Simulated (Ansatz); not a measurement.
HfC

Input file:

```
crystal:
  lattice:
    - [0.5667295406, 2.6401302987, 2.6401302987]
    - [2.6401302987, 0.5667295406, 2.6401302987]
    - [2.6401302987, 2.6401302987, 0.5667295406]
  atoms:
    - { symbol: Hf, position: [0.5, 0.5, 0.5] }
    - { symbol: C, position: [0.0, 0.0, 0.0] }
basis:
  ecutwfc: 420
kpoints:
  mp_grid: { grid: [20, 20, 20] }
hamiltonian:
  xc: pbe
scf:
  occupations: { method: gaussian, width: 0.15 }
output:
  forces: true
  stress: true
  eigenvalues: true
  write_density: true
  write_potential: true
  elf: true
  volumetric_format: npy
```

Command:

```sh
ansatz run input.yaml --threads 1 --pin off --max-ram 2560MiB --backend cpu --events-out ev --progress --plain --runs-dir out
```

Below, planes, directions and counts refer to the conventional cell (a = 2.93 Å, b = 2.93 Å, c = 10.13 Å, α = 90.00°, β = 90.00°, γ = 120.00°).

Space group R-3m; computed pressure about 4 GPa in this cell.

These are results of Ansatz, DFT PBE, scalar-relativistic, plane waves, PAW, not measurements.

Core electrons are frozen (PAW), and the valence fields are smoothed inside the atomic spheres.

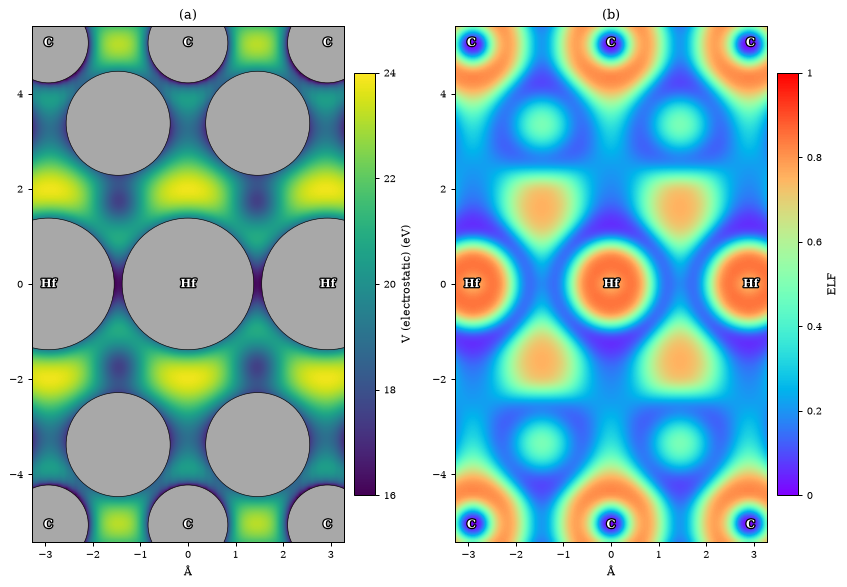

Figure 1. (a) electrostatic potential (local pseudopotential plus Hartree) felt by an electron; (b) electron localisation function on the (100) plane of the conventional cell. Grey discs cover the atomic cores in the potential map.

**Interpret the plot.**

The section cuts through Hf and C sites. Atoms just off the plane (Hf, 0.8 Å away and C, 0.8 Å away) can leave unmarked features too. Hf–Hf (2.93 Å): the ELF is about 0.20 at the midpoint: no shared electron pair shows on this line. The features right at Hf lie inside the PAW spheres, where the map follows smoothed inner orbitals and isn't to be read closely. Outside the cores the potential energy rises away from the atoms and is highest about 1.7 Å from the nearest atoms; its zero is arbitrary.

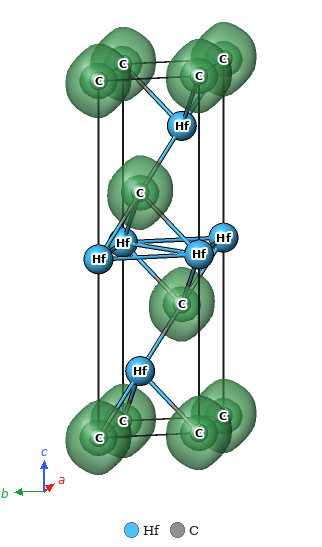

Figure 2. Isosurface of the ELF at 0.7 (green), seen at an oblique angle. Core shells and regions of very low density are left out. Sticks mark near contacts.

**Identify the bonds, lone pairs and shells in this picture.**

The surface consists of three regions wrapped around C (the valence shell of each), counted in one cell of 6 atoms. Regions shared between cells count once. Along the contacts the grid gives the following. Hf–C (2.39 Å): the ELF peaks at about 0.80 in the valence shell of C, 0.7 Å from its nucleus, and is about 0.20 at the midpoint; no shared electron pair shows on this line.

**Does the calculation make it a metal, or give it a gap?**

It is metallic or semimetallic at this level of theory: no gap opens.
